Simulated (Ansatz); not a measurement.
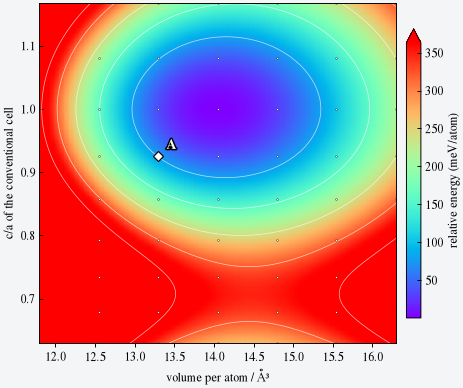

Rh (Fm-3m, No. 225; 1 atom in the cell). The energy is mapped over volume and the cell's shape. First axis: volume per atom. Second axis: c/a of the conventional cell. Nothing is relaxed (symmetry fixes all fractional coordinates). The scan uses a 7 × 9 grid. Points are written as (first, second). Energies: meV/atom, counted from the lowest grid point. All numbers below come from Ansatz, DFT PBE, scalar-relativistic, plane waves, PAW. Settings: cutoff 420 eV, k-mesh 22×22×22, gaussian smearing 0.15 eV, no spin polarisation.

Drawn: a smooth colour map with a few white contour lines, dots at the grid points, one colour for all values above the top of the scale, the point A. Between grid points the surface is interpolated.

> Which way does the force act at A, and how strong is it?

A, at (13.30 Å³, 0.926), is not a stationary point. The computed force is 108 meV/atom for each Å³ towards larger values of volume per atom and 1100 meV/atom for each unit towards larger values of c/a of the conventional cell.

PAW datasets: the set soft_1.
